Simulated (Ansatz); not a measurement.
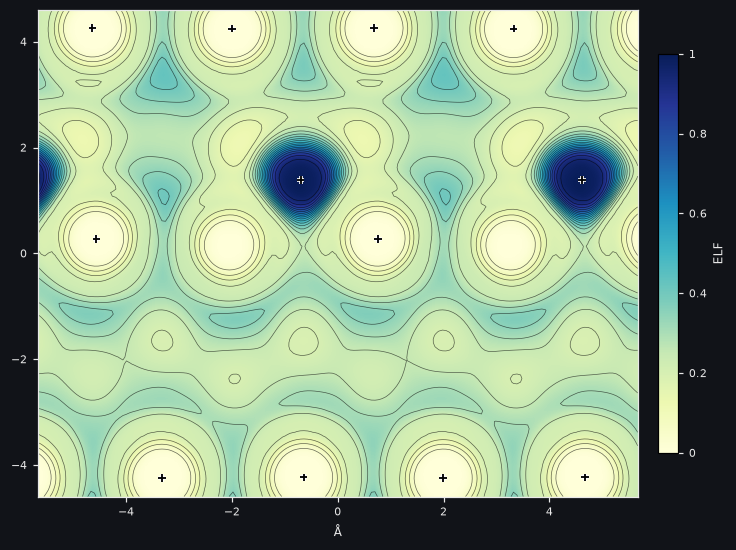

The ELF on a plane through atoms (crosses mark nuclei in the plane).

Method: Ansatz, DFT PBE, scalar-relativistic, plane waves, PAW.

Candidates:
A. C (slab), a = 7.40 Å, b = 7.40 Å, c = 13.00 Å, α = 90.00°, β = 90.00°, γ = 120.00°. Spin-polarised.
B. Zn₁₂H (cell with a defect), a = 5.32 Å, b = 7.98 Å, c = 4.94 Å, α = 90.00°, β = 90.00°, γ = 120.00°. Computed without spin polarisation.
C. Rh (slab), a = 11.40 Å, b = 5.37 Å, c = 13.69 Å, α = 90.00°, β = 90.00°, γ = 90.00°. Computed without spin polarisation.

> Which candidate gave the map?

Candidate B: Zn₁₂H on the (011) plane of the calculation cell, which holds Zn and H. Zn–H (1.84 Å): the ELF climbs to about 1 towards the hydrogen.
